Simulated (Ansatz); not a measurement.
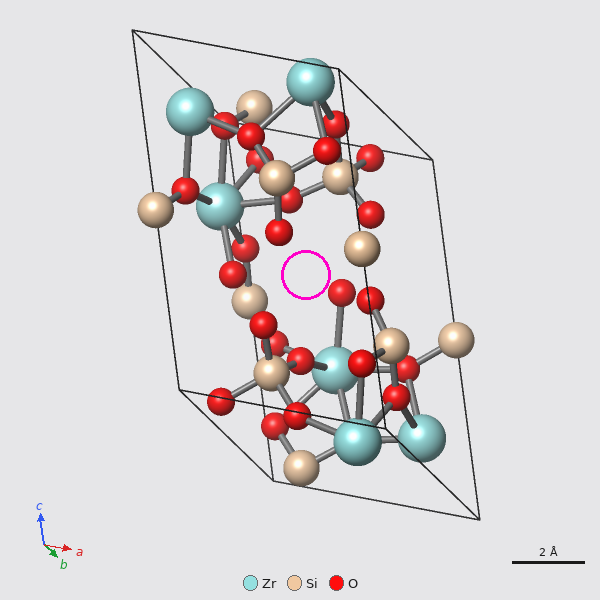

We look at a ball-and-stick model of the crystal from a general direction. The wireframe shows the supercell. The host is ZrSiO₄, in a cell of 36 sites, and the cell is neutral. A ring marks the defect's site.

### What kind of defect was put in?

A zirconium vacancy. Around the empty site lie eight O at about 2.3 to 2.5 Å.

All computed values are from Ansatz 0.2.0, DFT PBE, scalar-relativistic, plane waves, PAW. Settings: wavefunction cutoff 420 eV, a 2×2×2 k-point mesh, Gaussian smearing of 0.02 eV, collinear spins.

### Does the defect carry a magnetic moment?

Yes, 4.0 μB in the cell.

The atoms were relaxed in the host's cell with Ansatz, DFT PBE, scalar-relativistic, plane waves, PAW.
